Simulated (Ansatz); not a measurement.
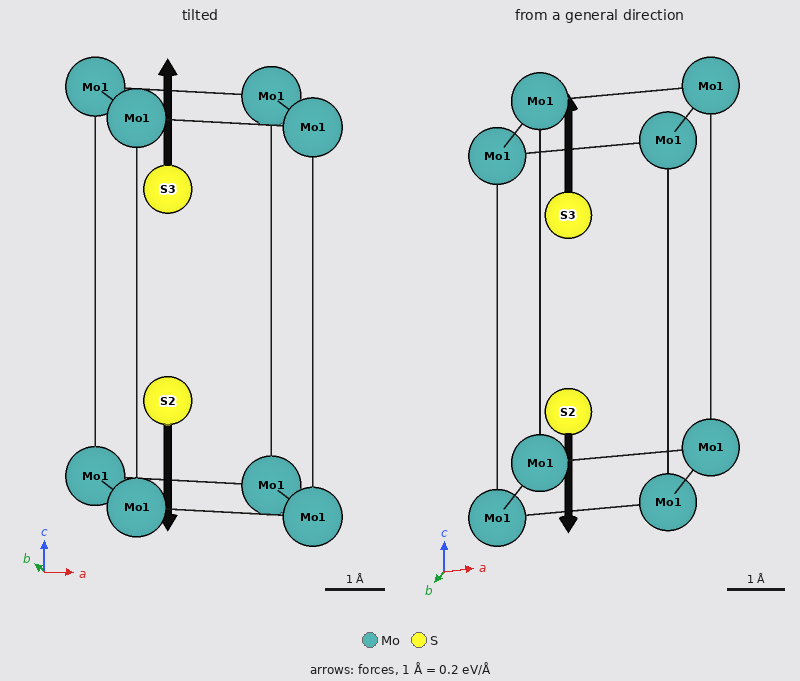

View slightly off an axis and from a general direction, drawn as a spheres-only model. The frame is the simulation cell; atoms at its boundary are shown with their periodic copies. The arrows are the computed forces on the atoms.

System: MoS$_{2}$. Method used: DFT, PBE0, plane waves, PAW (Ansatz). It ran with a kinetic-energy cutoff of 420 eV, k-points on a 6×6×4 grid, no spin polarisation.

Are the atoms in equilibrium?

No. The atoms still feel forces of up to about 0.38 eV/Å, far above a usual threshold of 0.01 to 0.03 eV/Å.

Identify the atom with the maximum force.

S2 and S3, about 0.38 eV/Å.

The structure was taken from a structure listed in the Materials Project. Earlier steps of the study may have refined or changed the cell and positions. Ansatz was used for an electronic-structure calculation on it.
